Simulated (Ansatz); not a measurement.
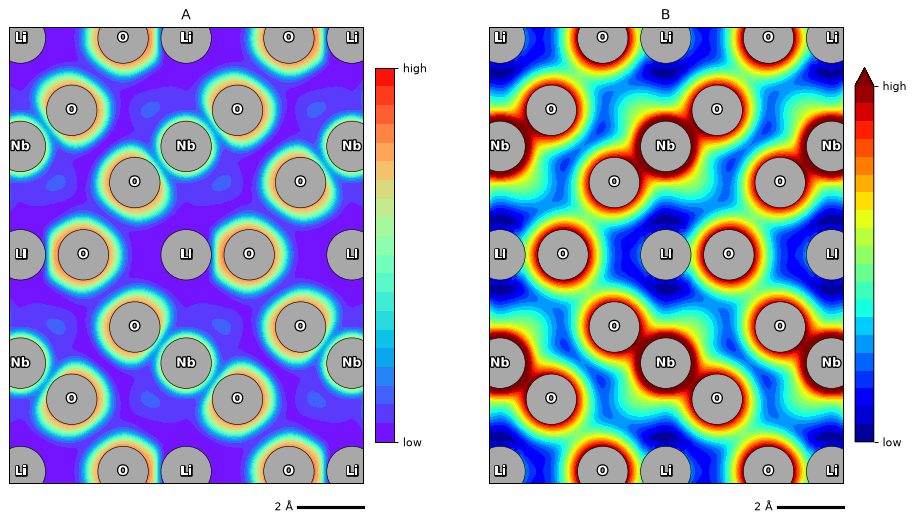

LiNbO$_{3}$: 2 fields on the (010) plane of the conventional cell, with unlabelled colour scales. Grey discs cover the atomic cores.

Space group R-3c; a point of a scan over the structure, not its minimum; not relaxed (largest force 0.7 eV/Å); computed pressure about 20 GPa in this cell; PAW files of the earlier set (soft_1).

These are results of Ansatz, DFT PBE, scalar-relativistic, plane waves, PAW, not measurements.

The panels show electron localisation function and valence pseudo-density in some order. Assign them.

Panel A: electron localisation function. Panel B: valence pseudo-density. From the grid: Li–O (1.94 Å): the density is about 0.37 e/Å³ at the midpoint; the ELF peaks at about 0.85 in the valence shell of O, 0.7 Å from its nucleus, and falls to about 0.05 next to Li (a largely ionic contact). Nb–O (1.94 Å): the density is about 0.99 e/Å³ at the midpoint; the ELF peaks at about 0.80 in the valence shell of O, 0.6 Å from its nucleus, and drops to about 0.25 between the two atoms; no localised pair shows between them.
